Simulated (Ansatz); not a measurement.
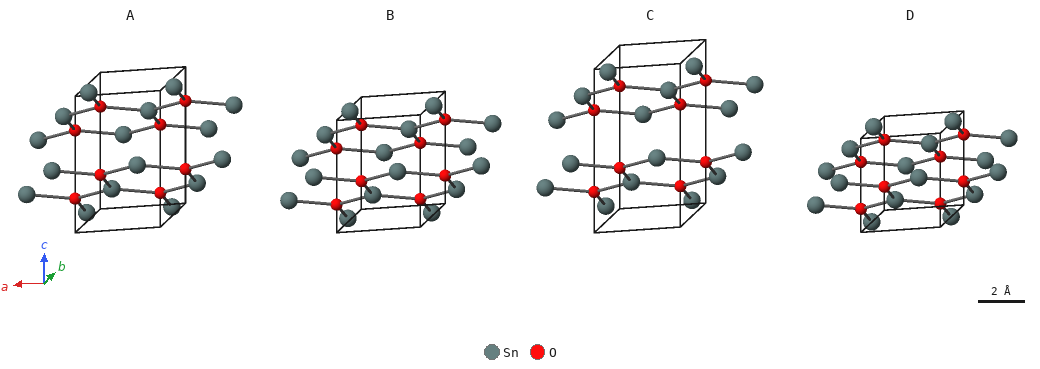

4 geometries from one relaxation of solid SnO (a generated structure, set up in P6_3/mmc) (coarse preliminary run), in shuffled order. The picture is a ball-and-stick view of the cell of the calculation, seen from a free direction.

These are results of DFT PBE, scalar-relativistic, plane waves, PAW (Ansatz 0.2.0), not measurements. Set-up: plane-wave cutoff 420 eV; k-point mesh 6 × 6 × 4; occupations gaussian; smearing width 0.1 eV; no spin polarisation; cell and atoms relaxed; force threshold 0.04 eV/Å; at most 70 steps.

**Order the frames from highest to lowest energy.**

D, B, A, C. They are steps 0, 4, 11, 22, at +1301 meV per atom, +389 meV per atom, +78.9 meV per atom relative to the last. After 18 accepted moves (22 points after the start) the energy has fallen by 1301 meV per atom. All forces vanish by symmetry, so only the cell relaxes. The pressure goes from 64.35 to 0.15 GPa. At 4 points the geometry stayed and the basis and grid were re-selected for the new cell (energy shift of 150 meV per atom at most each time). The atoms keep their places relative to the cell (all moves are under 0.005 Å). The drawn cell changes as follows: a = b 3.569 → 3.871 Å (+8.5 %), c 4.283 → 7.458 Å (+74.1 %); the volume changes by +105.0 %. Some distances before and after: O–Sn 2.060 → 2.235 Å. The space group stays P6_3/mmc (No. 194). Cost: 41 s on 1 thread of Intel(R) Xeon(R) Platinum 8488C (Sapphire Rapids), on a shared host, peak memory 0.43 GiB.
